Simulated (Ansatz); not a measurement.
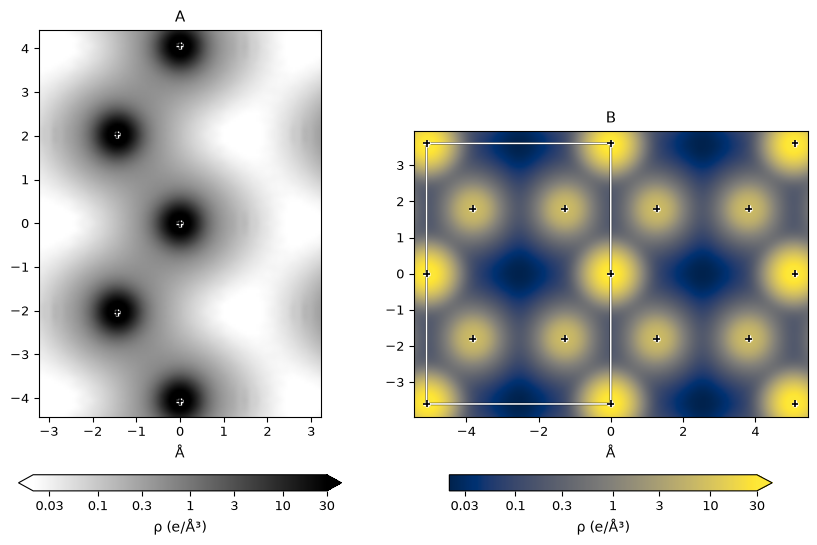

The valence charge density (pseudo) of 2 systems, each on a plane through atoms (crosses mark nuclei in the plane).

Level of theory: DFT PBE, scalar-relativistic, plane waves, PAW in Ansatz.

System 1: Ge, the (101) plane of the conventional cell. Space group Fd-3m.

```yaml
crystal:
  lattice:
    - [5.76107, 0.00000, 0.00000]
    - [0.00000, 5.76107, 0.00000]
    - [0.00000, 0.00000, 5.76107]
  atoms:
    - { symbol: Ge, position: [0.00000, 0.00000, 0.00000] }
    - { symbol: Ge, position: [0.50000, 0.50000, 0.00000] }
    - { symbol: Ge, position: [0.50000, 0.00000, 0.50000] }
    - { symbol: Ge, position: [0.00000, 0.50000, 0.50000] }
    - { symbol: Ge, position: [0.25000, 0.25000, 0.25000] }
    - { symbol: Ge, position: [0.75000, 0.75000, 0.25000] }
    - { symbol: Ge, position: [0.75000, 0.25000, 0.75000] }
    - { symbol: Ge, position: [0.25000, 0.75000, 0.75000] }
```

System 2: HfO2, the (101̄) plane of the conventional cell. Space group Fm-3m; changed on purpose from its base cell (atom 3 moved 0.75 A; relaxed back).

```
Hf O
1.0
     5.09770    0.00000    0.00000
     0.00000    5.09777   -0.00006
     0.00000   -0.00006    5.09777
Hf O
4 8
Direct
  0.00000 0.00000 0.00000
  0.50000 0.50000 0.00000
  0.50000 0.00000 0.50000
  0.00000 0.50000 0.50000
  0.25002 0.25001 0.25001
  0.75002 0.75001 0.25001
  0.75002 0.25001 0.75001
  0.25002 0.75001 0.75001
  0.75001 0.25001 0.25001
  0.25001 0.75001 0.25001
  0.25001 0.25001 0.75001
  0.75001 0.75001 0.75001
```

Which map belongs to which system?

Panel A is system 1, Ge: the plane holds Ge. Ge–Ge (2.49 Å): ρ is about 0.47 e/Å³ halfway. Panel B is system 2, HfO2: the plane holds Hf and O. Hf–O (2.21 Å): ρ at the midpoint is about 0.56 e/Å³.
